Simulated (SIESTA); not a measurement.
**SiO₂: 7 runs along one coordinate**

System: SiO₂ (P4₂/mnm, 6 atoms in the cell).
Method: Kohn-Sham DFT of a periodic cell, LDA, PseudoDojo 0.4 standard, converted to PSML, no spin polarisation (SIESTA 5.4.2).

The 7 runs differ only in the geometry, by an even scaling of the cell at fixed fractional positions. The structure derives from a Materials Project entry.

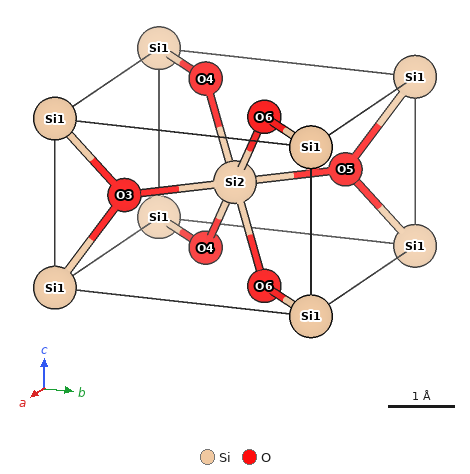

Figure 1. The structure of run 4 (ball-and-stick view of the cell of the calculation, seen slightly off an axis; atoms are numbered from 1 in the order of the input). An atom can appear more than once, as a periodic image.

### Input of run 4
```
SystemName                      SiO2
SystemLabel                     SiO2
NumberOfSpecies                 2
NumberOfAtoms                   6
%block ChemicalSpeciesLabel
  1  14 Si
  2   8 O
%endblock ChemicalSpeciesLabel

LatticeConstant                 1.0 Ang
%block LatticeVectors
     4.2331690000     0.0000000000     0.0000000000
     0.0000000000     4.2331690000     0.0000000000
     0.0000000000     0.0000000000     2.6934950000
%endblock LatticeVectors
AtomicCoordinatesFormat         Fractional
%block AtomicCoordinatesAndAtomicSpecies
     0.0000000000     0.0000000000     0.0000000000  1  Si
     0.5000000000     0.5000000000     0.5000000000  1  Si
     0.8068390000     0.1931610000     0.5000000000  2  O
     0.3068390000     0.3068390000     0.0000000000  2  O
     0.1931610000     0.8068390000     0.5000000000  2  O
     0.6931610000     0.6931610000     0.0000000000  2  O
%endblock AtomicCoordinatesAndAtomicSpecies

%block kgrid.MonkhorstPack
    4   0   0  0.0
    0   4   0  0.0
    0   0   8  0.0
%endblock kgrid.MonkhorstPack
XC.Functional                   LDA
XC.Authors                      PW92
PAO.BasisSize                   DZP
PAO.EnergyShift                 0.003 Ry
Mesh.Cutoff                     800 Ry
OccupationFunction              FD
ElectronicTemperature           0.05 eV
MaxSCFIterations                120
SCF.MustConverge                false
SCF.Mixer.Method                Pulay
SCF.Mixer.Weight                0.25
SCF.Mixer.History               8
SCF.DM.Tolerance                5.0e-05
SCF.H.Tolerance                 1.0e-03 eV
WriteForces                     true
Charge.Mulliken                 end
```

Command:
```bash
siesta SiO2.fdf > SiO2.out 2>&1
```

Run 6 differs from it as follows:
```diff
-     4.2331690000     0.0000000000     0.0000000000
-     0.0000000000     4.2331690000     0.0000000000
-     0.0000000000     0.0000000000     2.6934950000
+     4.2888749803     0.0000000000     0.0000000000
+     0.0000000000     4.2888749803     0.0000000000
+     0.0000000000     0.0000000000     2.7289397884
```

### Results, with one run withheld

| run | volume per atom (Å³) | free energy per atom, from the lowest run given (meV) | pressure (GPa) | gap on the mesh (eV) |
| --- | --- | --- | --- | --- |
| 1 | 7.562 | 3.15 | 6.75 | 6.07 |
| 2 | 7.723 | 0.00 | −0.35 | 5.68 |
| 3 | 7.884 | 3.63 | −6.73 | 5.31 |
| 4 | 8.044 | 13.32 | −12.45 | 4.95 |
| 5 | 8.205 | 28.46 | −17.61 | 4.61 |
| 6 | 8.366 | ? | ? | ? |
| 7 | 8.527 | 72.93 | −26.35 | 3.96 |

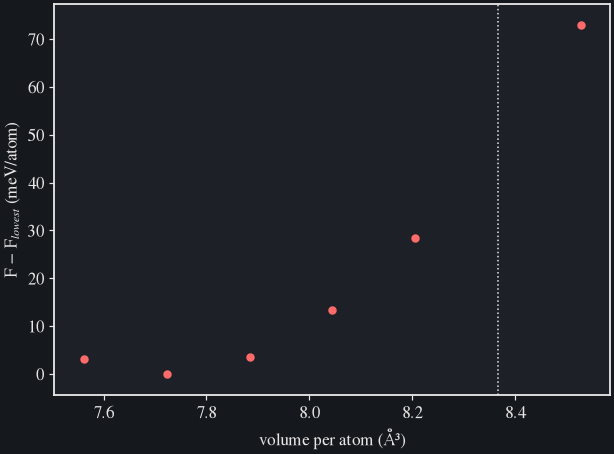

Figure 2. Free energy per atom of the runs given; the dotted line marks run 6.

Fit the runs given and predict run 6.

A cubic polynomial in V^(−2/3) (the Birch–Murnaghan form), fitted to the 6 runs given, misses them by at most 0.01 meV per atom. With x = V^(−2/3) − 0.25041 Å⁻², it reads F = 8.7838 − 3067.4 x + 2.6631e+05 x² + 1.7309e+05 x³ (meV per atom). At run 6 it gives 48.51 meV per atom, and the run itself gives 48.51. The slope of the fit gives a pressure −dF/dV of −22.20 GPa there, and the run prints −22.21 GPa. The fit has its minimum at 7.714 Å³ per atom, where V d²F/dV² gives 326 GPa. Cell shape and fractional positions are held, so this is the stiffness under even scaling; the relaxed bulk modulus wasn't computed. The gap on the mesh goes, without turning, from 6.07 eV in run 1 to 3.96 eV in run 7; run 6 has 4.28 eV. These are gaps of this functional on this mesh, which can miss the band edges; they aren't the measured gap.

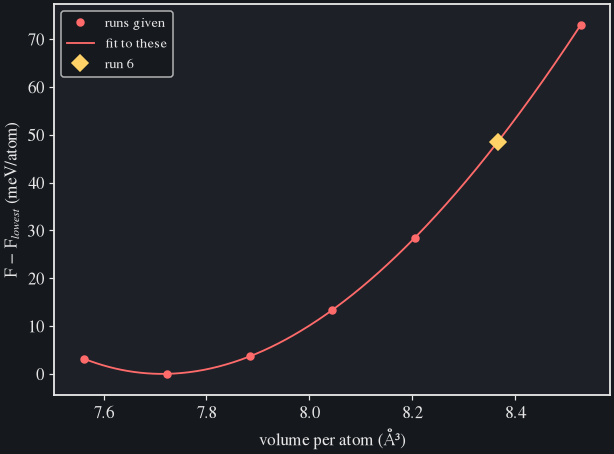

Figure 3. The fit and the withheld run.

### Some lines of the output (run 6)
```
[...]
outcell: Cell volume (Ang**3)        :     50.1973
stepf: Fermi-Dirac step function
siesta: Etot    =     -2030.565281
siesta: FreeEng =     -2030.565281
        iscf     Eharris(eV)        E_KS(eV)     FreeEng(eV)     dDmax    Ef(eV) dHmax(eV)
siesta: E_KS(eV) =            -2035.4533
siesta: E_KS - E_eggbox =     -2035.4533
siesta: Etot    =     -2035.453276
siesta: FreeEng =     -2035.453276
siesta:         Fermi =      -6.419791
siesta: Cell volume =         50.197343 Ang**3
    Orbital volume contribution        =           3.387702 eV
```

Notes: Points of doubt noted for this run: mulliken charges of long orbitals. With a small basis of atomic orbitals these values can differ much from converged plane-wave results.
